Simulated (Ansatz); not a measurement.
**Converging the smearing width for wurtzite SiC, supercell in a Python loop**

A convergence test: the same geometry at several values of the smearing width.

Program: Ansatz 0.2.0. Level of theory: Kohn-Sham DFT, PBE, PAW set soft_1, plane waves. Results are calculated unless marked as measured.

### 1. The structure

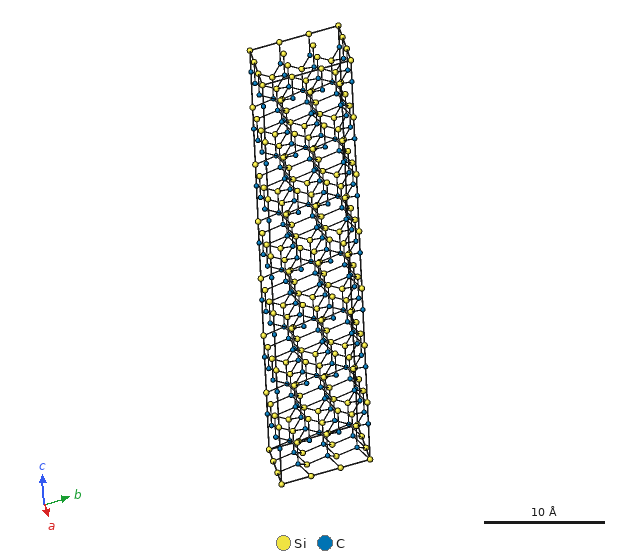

Start, viewed slightly off an axis; silicon yellow, carbon blue. Bonds to atoms that aren't drawn are left out. Some periodic images of atoms are drawn too.

The cell holds 252 atoms: 126 Si and 126 C. Cell: a = 9.228 Å, b = 9.228 Å, c = 35.336 Å, α = 90.0°, β = 90.0°, γ = 120.0°. Wurtzite SiC (a = 3.076 A, c = 5.048 A), 3 x 3 x 7 conventional cells; positions undisplaced.

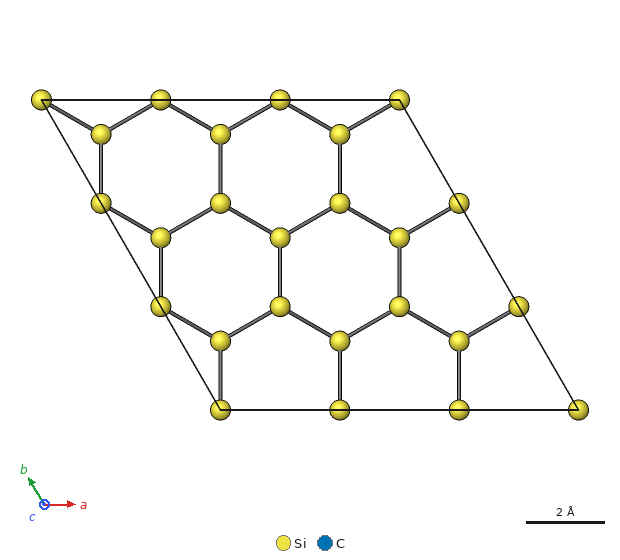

A slice 6 Å thick through the middle of the cell. Bonds to atoms that aren't drawn are left out. C lies hidden behind other atoms in this view.

### 2. Running it

The script builds the cell with ASE, so the structure can be rebuilt from this text. The cell is 7.9 Å or more across in its periodic directions, and the Γ point alone is taken as a first sampling. That is coarse for a crystal this narrow. The PAW files are read from a folder beside the script (Ansatz's set soft_1), and the density starts from superposed atoms. The narrowest smearing is the reference; the free energy moves with the width through its entropy term.

Input file scan.py:

```python
import time
import warnings
import numpy as np
from ase.build import bulk
import ansatz as az

warnings.simplefilter("ignore", az.DeckWarning)
u = bulk('SiC', 'wurtzite', a=3.076, c=5.048, u=0.375)
atoms = u.repeat([3, 3, 7])
atoms.wrap()
print(f"{len(atoms)} atoms ({atoms.get_chemical_formula()}), volume {atoms.get_volume():.1f} A^3")

base = (
    az.Crystal.from_ase(atoms)
    .calculation()
    .functional("pbe")
    .pseudopotentials("paw", azcp={"folder": "./paw"}, xc_functional="pbe")
    .basis(450)
    .kpoints(1, 1, 1)
    .forces()
    .band_table()
    .stress()
)

def gap_of(report):
    e = np.concatenate(report["eigenvalues_ev"]); f = np.concatenate(report["occupations"])
    f = f / f.max()  # a half-filled level counts on both sides, so the gap is then zero
    return e[f > 0.3].max(), e[f < 0.7].min()

rows = []
for width in [0.5, 0.3, 0.2, 0.1, 0.05, 0.02]:
    start = time.time()
    try:
        r = base.occupations("fermi_dirac", width=width).run(threads=8).report
    except az.AnsatzError as error:
        print(width, 'failed:', str(error)[:110])
        continue
    homo, lumo = gap_of(r)
    rows.append((width, r['free_energy_ev'] / len(atoms), np.array(r['forces_ev_ang']), max(lumo - homo, 0), np.trace(r['stress_gpa']) / 3, r['n_iterations'], time.time() - start))
    print(width, f"F = {r['free_energy_ev']:.4f} eV, {r['n_iterations']} iterations, {time.time() - start:.0f} s", flush=True)

ref = rows[-1]
scale = np.sqrt(np.mean(ref[2] ** 2))
print(f"r.m.s. force of the reference: {scale:.3f} eV/A")
print("   width  dE (meV/atom)  dF rms (meV/A)  dF (%)  gap (eV)  P (GPa)  iter  time (s)")
for name, e, f, gap, p, n, t in rows:
    df = np.sqrt(np.mean((f - ref[2]) ** 2))
    print(f"{str(name):>8s} {1000 * (e - ref[1]):14.2f} {1000 * df:15.2f} {100 * df / scale:7.2f} {gap:9.3f} {p:8.2f} {n:5d} {t:9.1f}")
```

Run with:

```console
python scan.py
```

Output:

```text
252 atoms (C126Si126), volume 2605.9 A^3
0.5 F = -111751.0430 eV, 8 iterations, 38 s
0.3 F = -111748.5746 eV, 8 iterations, 35 s
0.2 F = -111748.3987 eV, 8 iterations, 35 s
0.1 F = -111748.3844 eV, 8 iterations, 27 s
0.05 F = -111748.3844 eV, 8 iterations, 25 s
0.02 F = -111748.3844 eV, 8 iterations, 25 s
r.m.s. force of the reference: 0.115 eV/A
   width  dE (meV/atom)  dF rms (meV/A)  dF (%)  gap (eV)  P (GPa)  iter  time (s)
     0.5         -10.55           38.99   33.87     2.198     4.39     8      38.0
     0.3          -0.75            7.19    6.25     2.181     4.21     8      35.5
     0.2          -0.06            0.98    0.85     2.178     4.21     8      34.8
     0.1          -0.00            0.00    0.00     2.178     4.22     8      26.8
    0.05          -0.00            0.00    0.00     2.178     4.22     8      25.0
    0.02           0.00            0.00    0.00     2.178     4.22     8      24.9
```

Run time: 3.1 min. Hardware: 8 threads of AMD EPYC 7B13 (Zen 3), shared host; peak memory 5.7 GiB; 23 min of CPU time.

### 3. Analysis

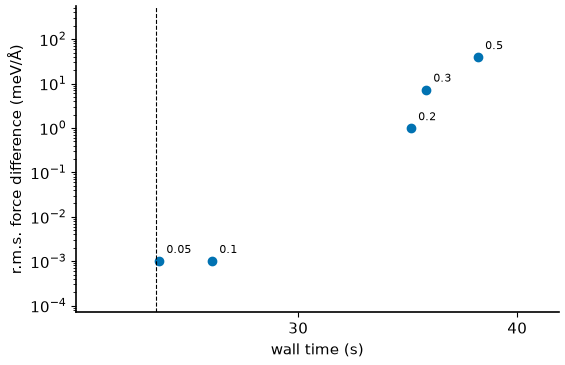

Force difference against time; the dashed line is the time of the reference run (0.02).

### 4. Results

```
reference run                           : 0.02, 25 s
r.m.s. force component of the reference : 0.115 eV/Å
largest r.m.s. force difference         : 39.0 meV/Å (0.5)
smallest r.m.s. force difference        : 0 meV/Å (0.1)
energy differences                      : -10.6 to 0 meV/atom
pressure                                : 4.21 GPa (0.3) to 4.39 GPa (0.5)
```

Widths up to 0.2 eV keep the forces within 1 % of those at the narrowest. That holds here because a gap keeps the occupations nearly whole; it need not in a metal. The k-sampling is coarse for a crystal this narrow and wasn't tested: pressures can be off by a GPa or more, gaps can be off by tenths of an eV or more and small forces by their own size; differences on the same mesh are the more reliable part, a hybrid's apart.

[Logs are printed without paths, hosts, clocks, repeated set-up lines and the standing remarks that a program may print on its own settings, such as how far it seeks lower states.]

[Hosts, paths, dates, database ids (printed as entryN), source tags and the programs' standing remarks are cut or masked in the printed files.]

[Scripts of this kind were picked in part by their result: those with far moves, changed bonds, near-zero gaps or large misses at database cells are mostly left out.]
